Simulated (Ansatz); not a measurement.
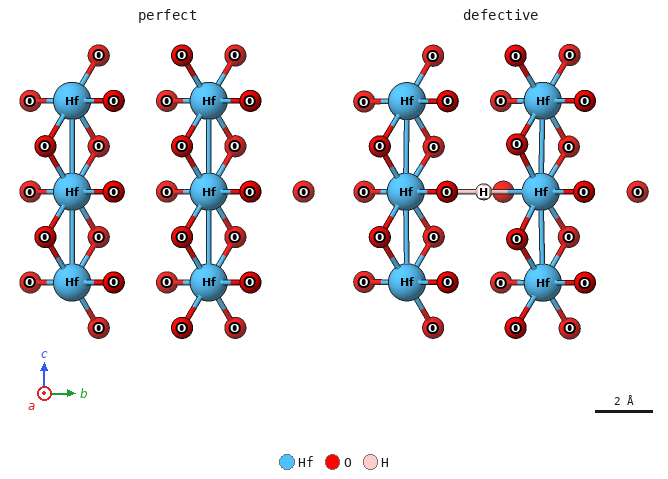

Left: perfect HfO2. Right: the same region with one point defect, after relaxing the atoms in a supercell of 48 sites. The picture is a ball-and-stick view of the atoms within 6.0 Å of one point, in a slice 4.2 Å thick across the line of sight, seen along the a axis.

These are results of Ansatz, DFT PBEsol, scalar-relativistic, plane waves, PAW, not measurements. Set-up: plane-wave cutoff 420 eV; k-point mesh 2 × 2 × 2; occupations gaussian; smearing width 0.01 eV; mesh shifted by (0.5, 0.5, 0.5); collinear spin. The cell is small and the k-mesh coarse, so the numbers are rough. The axes drawn are those of the host's conventional cell.

What kind of defect was made?

Answer. An extra hydrogen atom is put between the host's atoms (an interstitial).

The charge state of the cell is 0.

How does the lattice respond?

Answer. The H atom starts with 3 O at 1.79 to 1.89 Å, 1 Hf at 1.96 Å around its place and ends with 2 O at 1.76 to 2.04 Å, 1 Hf at 2.04 Å. Of the host's atoms, an oxygen atom moves furthest from its site, by 0.15 Å. The H atom itself moves 0.27 Å from where it was put. The cell's net moment is 1.00 μB. Relaxing the atoms from the host's sites lowers the energy by 0.24 eV. At a tolerance of 0.02 Å the relaxed supercell has space group Cm.
